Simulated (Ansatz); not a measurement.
A series of calculations on Sr

## 1. Scan

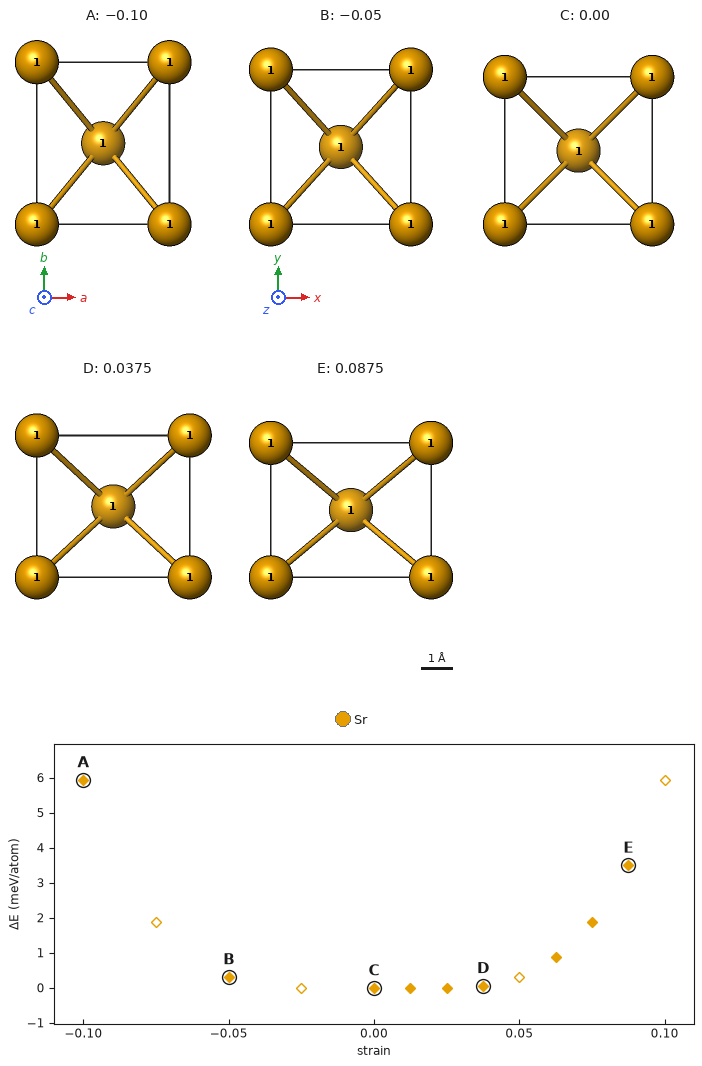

Solid Sr (Im-3m): the cell is strained along x and oppositely along y, with the atoms kept at their fractional coordinates. x, y and z are the Cartesian axes of the input. The lettered frames are marked on the plot. Hollow markers are points alike by symmetry, not computed again. The picture is a ball-and-stick view of the conventional cell (2 times the calculation's cell), seen along the c axis. Lengths and directions refer to the drawn axes.

Level of theory: DFT r2SCAN, scalar-relativistic, plane waves, PAW in Ansatz 0.2.0. Set-up: plane-wave cutoff 500 eV; k-point mesh 14 × 14 × 14; occupations gaussian; smearing width 0.15 eV; no spin polarisation. Energies (free energies at the smearing named) are counted from the cell as listed in its source, which wasn't relaxed.

### Describe the profile.

Of the computed points the lowest is at the strain −0.025 (by symmetry) and 0.0125 and 0.025, −0.01 meV/atom. At the ends of the scan the energy is 5.94 meV/atom (−0.10) and 5.94 meV/atom (0.10). The distortion takes the space group from Im-3m to Immm. At the strain −0.10 the cell of the drawing goes a 4.850 → 4.365 Å, b 4.850 → 5.335 Å.

## 2. Scan

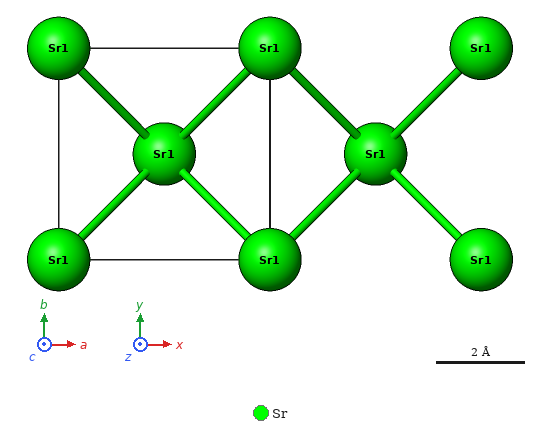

Energy scan for a crystal of Sr (Im-3m), in which the cell is strained equally along x and y and separately along z, with the atoms kept at their fractional coordinates. x, y and z are the Cartesian axes of the input. The picture shows the reference cell. Style: ball-and-stick. Shown: the conventional cell (2 times the calculation's cell), repeated 2 × 1 × 1 with one cell outlined, along the c axis. Lengths and directions refer to the drawn axes.

The calculation used DFT r2SCAN, scalar-relativistic, plane waves, PAW (Ansatz). (plane-wave cutoff 500 eV; k-point mesh 14 × 14 × 14; occupations gaussian; smearing width 0.15 eV; no spin polarisation). Energies (free energies at the smearing named) are counted from the cell as listed in its source, which wasn't relaxed.

```
CELL_PARAMETERS angstrom
-2.42500 2.42500 2.42500
2.42500 -2.42500 2.42500
2.42500 2.42500 -2.42500
ATOMIC_POSITIONS crystal
Sr 0.00000 0.00000 0.00000
```

Q: What energies does the calculation give on a grid with rows −0.080, −0.040, 0.000, 0.040, 0.080 and columns −0.080, −0.040, 0.000, 0.040, 0.080 (strain along x and y; strain along z)?

A: Rows: strain along x and y; columns: strain along z; values in meV/atom.

```
        −0.080  −0.040  0.000  0.040  0.080
−0.080   109.5    72.0   45.1   25.1    9.9
−0.040    42.4    19.7    7.0    0.5   −1.6
 0.000    10.2     0.5    0.0    5.4   15.1
 0.040     4.4     6.0   16.5   33.0   53.7
 0.080    23.3    33.8   53.6   79.7  110.0
```

In pairs of (strain along x and y; strain along z): the lowest computed point lies at (−0.040, 0.080) (−1.6 meV/atom), the highest at (0.080, 0.080) (110.0 meV/atom). It lies on the edge of the grid, so the true minimum may be outside the range scanned. The pressure runs from −1.9 GPa at (0.080, 0.080) to 3.7 GPa at (−0.080, −0.080).

## 3. Energy map

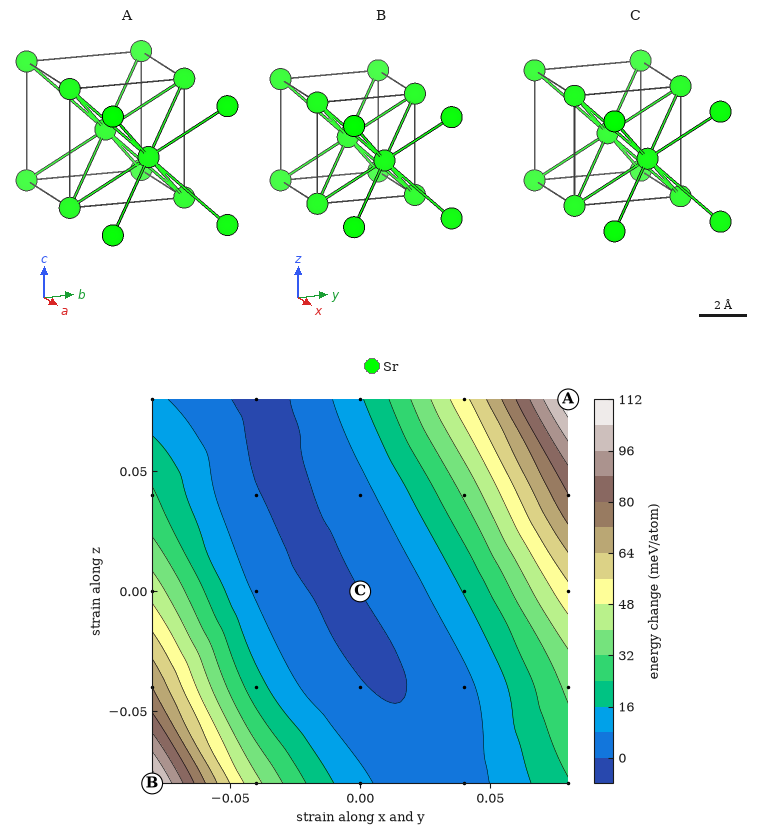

A crystal of Sr (Im-3m): the cell is strained equally along x and y and separately along z, with the atoms kept at their fractional coordinates. x, y and z are the Cartesian axes of the input. The map is interpolated between the computed points (dots). The lettered frames are marked on it. The picture is a ball-and-stick view of the conventional cell (2 times the calculation's cell), repeated 2 × 1 × 1 with one cell outlined, seen slightly off an axis. Lengths and directions refer to the drawn axes.

Method: DFT r2SCAN, scalar-relativistic, plane waves, PAW (Ansatz). Set-up: plane-wave cutoff 500 eV; k-point mesh 14 × 14 × 14; occupations gaussian; smearing width 0.15 eV; no spin polarisation. Energies (free energies at the smearing named) are counted from the cell as listed in its source, which wasn't relaxed.

**Describe the energy landscape.**

In pairs of (strain along x and y; strain along z): the lowest computed point lies at (−0.040, 0.080) (−1.6 meV/atom), the highest at (0.080, 0.080) (110.0 meV/atom). It lies on the edge of the grid, so the true minimum may be outside the range scanned. The pressure runs from −1.9 GPa at (0.080, 0.080) to 3.7 GPa at (−0.080, −0.080). The frames lie at A (0.080, 0.080): 110.0 meV/atom, B (−0.080, −0.080): 109.5 meV/atom, C (0.000, 0.000): 0.0 meV/atom.

The computed points:

Rows: strain along x and y; columns: strain along z; values in meV/atom.

|  | −0.080 | −0.040 | 0.000 | 0.040 | 0.080 |
| --- | --- | --- | --- | --- | --- |
| −0.080 | 109.5 | 72.0 | 45.1 | 25.1 | 9.9 |
| −0.040 | 42.4 | 19.7 | 7.0 | 0.5 | −1.6 |
| 0.000 | 10.2 | 0.5 | 0.0 | 5.4 | 15.1 |
| 0.040 | 4.4 | 6.0 | 16.5 | 33.0 | 53.7 |
| 0.080 | 23.3 | 33.8 | 53.6 | 79.7 | 110.0 |
